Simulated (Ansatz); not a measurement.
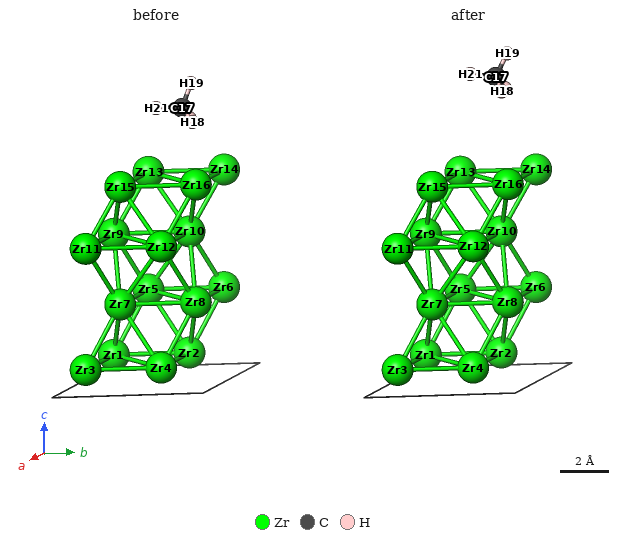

The structure of a slab of composition Zr16H4C (cut from the P6_3/mmc phase) before (left) and after (right) a constrained relaxation, at one scale.

A ball-and-stick model of the cell of the calculation, outlined in the plane, without the vacuum (origin shifted), seen slightly off an axis.

Case: 1 CH4 a cell, tilted, over a hollow Zr-Zr-Zr site. The slab is the (0 0 1) face of Zr with CH4 on it. 8 atoms are held fixed.

Method: Ansatz 0.2.0, DFT PBE, scalar-relativistic, plane waves, PAW.

Input
```yaml
crystal:
  lattice:
    - [6.4672522316, 0.0, 0.0]
    - [-3.2336261158, 5.6008047253, 0.0]
    - [0.0, 0.0, 27.4179408194]
  atoms:
    - { symbol: Zr, position: [0.3333333333, 0.1666666667, 0.291779753] }
    - { symbol: Zr, position: [0.3333333333, 0.6666666667, 0.291779753] }
    - { symbol: Zr, position: [0.8333333333, 0.1666666667, 0.291779753] }
    - { symbol: Zr, position: [0.8333333333, 0.6666666667, 0.291779753] }
    - { symbol: Zr, position: [0.1666666667, 0.3333333333, 0.3860153835] }
    - { symbol: Zr, position: [0.1666666667, 0.8333333333, 0.3860153835] }
    - { symbol: Zr, position: [0.6666666667, 0.3333333333, 0.3860153835] }
    - { symbol: Zr, position: [0.6666666667, 0.8333333333, 0.3860153835] }
    - { symbol: Zr, position: [0.3333333333, 0.1666666667, 0.4831110613] }
    - { symbol: Zr, position: [0.3333333333, 0.6666666667, 0.4831110613] }
    - { symbol: Zr, position: [0.8333333333, 0.1666666667, 0.4831110613] }
    - { symbol: Zr, position: [0.8333333333, 0.6666666667, 0.4831110613] }
    - { symbol: Zr, position: [0.1666666667, 0.3333333333, 0.5717778515] }
    - { symbol: Zr, position: [0.1666666667, 0.8333333333, 0.5717778515] }
    - { symbol: Zr, position: [0.6666666667, 0.3333333333, 0.5717778515] }
    - { symbol: Zr, position: [0.6666666667, 0.8333333333, 0.5717778515] }
    - { symbol: C, position: [0.4770555846, 0.671996933, 0.6852291139] }
    - { symbol: H, position: [0.6534686066, 0.805228189, 0.6702024566] }
    - { symbol: H, position: [0.4598358693, 0.7228499977, 0.7230182392] }
    - { symbol: H, position: [0.3333333333, 0.6666666667, 0.6622295749] }
    - { symbol: H, position: [0.4616020739, 0.493248783, 0.6854625377] }
basis:
  ecutwfc: 420
kpoints:
  mp_grid: { grid: [4, 4, 1] }
hamiltonian:
  xc: pbe
scf:
  occupations: { method: gaussian, width: 0.1 }
output:
  forces: true
  eigenvalues: true
  write_density: true
  write_potential: true
  elf: true
  volumetric_format: npy
relax:
  adjacent_minimum: "off"
  f_tol: 0.04
  max_steps: 100
  constraints: [{ sites: [0, 1, 2, 3, 4, 5, 6, 7] }]
efield:
  axis: 3
  dipole_correction: true
  ramp_width: 0.04
```

Command:
```bash
ansatz run input.yaml --threads 4 --pin off --max-ram 10240MiB --backend cpu --events-out ev --progress --plain --runs-dir out
```

> Summarise the run.

H21 moves most: 1.53 Å at 7° to the normal (+c side). Largest moves by element: H 1.53 Å, C 1.47 Å, Zr 0.01 Å. The cell stays as it was. Among the contacts that change: C17–H18 1.109 → 1.096 Å, Zr5–Zr10 3.252 → 3.257 Å. Over 10 accepted moves (11 points after the start) the energy falls by 0.175 eV per cell of the calculation. The largest force component goes from 0.39 to 0.0078 eV/Å. The line search rejected the trial step at point 8 of the run. The forces were under the threshold at step 7, but the run went on from there.

Limits of the set-up: the periodic images lie only 6.5 Å apart, so the values are limited by the cell's size.
